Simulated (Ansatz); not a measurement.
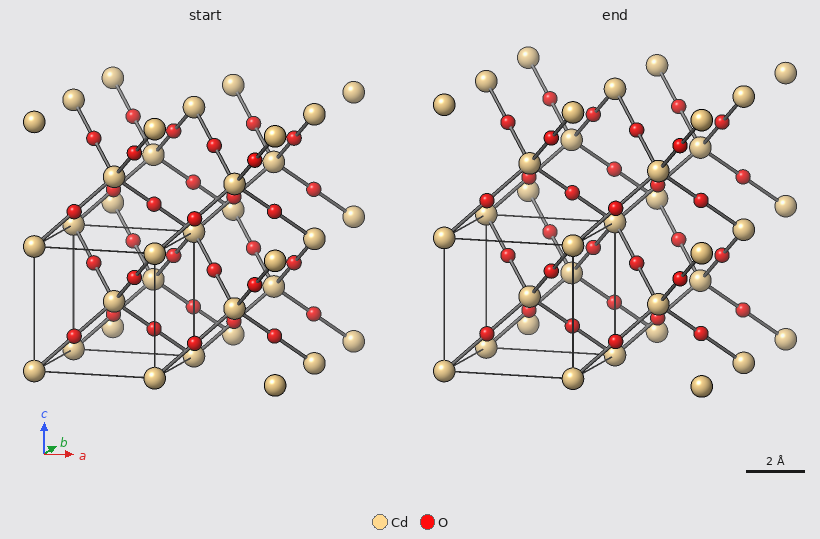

The structure of a crystal of CdO2 (built on the cuprite_224 type) (coarse preliminary run) before (left) and after (right) a relaxation, at one scale.

Style: ball-and-stick. Shown: the cell of the calculation, repeated 2 × 2 × 2 with one cell outlined, slightly off an axis.

Case: anti-cuprite type (Pn-3m, No. 224).

Theory: DFT r2SCAN, scalar-relativistic, plane waves, PAW (Ansatz 0.2.0).

Input file:
```yaml
crystal:
  lattice:
    - [4.3792366602, 0.0, 0.0]
    - [0.0, 4.3792366602, 0.0]
    - [0.0, 0.0, 4.3792366602]
  atoms:
    - { symbol: Cd, position: [0.0, 0.0, 0.0] }
    - { symbol: Cd, position: [0.5, 0.5, 0.5] }
    - { symbol: O, position: [0.25, 0.25, 0.25] }
    - { symbol: O, position: [0.25, 0.75, 0.75] }
    - { symbol: O, position: [0.75, 0.75, 0.25] }
    - { symbol: O, position: [0.75, 0.25, 0.75] }
basis:
  ecutwfc: 500
kpoints:
  mp_grid: { grid: [4, 4, 4] }
hamiltonian:
  xc: r2scan
scf:
  occupations: { method: gaussian, width: 0.1 }
  lower_state_search: "off"
output:
  forces: true
  stress: true
  eigenvalues: true
relax:
  adjacent_minimum: "off"
  f_tol: 0.04
  max_steps: 70
  cell: { stress_tol: 0.4 }
```

Launched with:
```bash
ansatz run input.yaml --threads 1 --pin off --max-ram 2560MiB --backend cpu --events-out ev --progress --plain --runs-dir out
```

> Summarise the run.

Over 3 accepted moves (4 points after the start) the energy falls by 179 meV per atom. All forces vanish by symmetry, so only the cell relaxes. Pressure: 22.70 GPa at the start and 0.07 GPa at the end. The SCF was repeated once at an unchanged geometry on a basis and grid sized afresh for the cell, which shifted the energy by 2.5 meV per atom at most. The atoms keep their places relative to the cell (all moves are under 0.005 Å). The drawn cell changes as follows: a = b = c 4.379 → 4.681 Å (+6.9 %); the volume changes by +22.2 %. Near-neighbour distances that change, for instance: Cd1–O3 1.896 → 2.027 Å. The space group stays Pn-3m (No. 224). The run took roughly 70 core-seconds on a shared host.
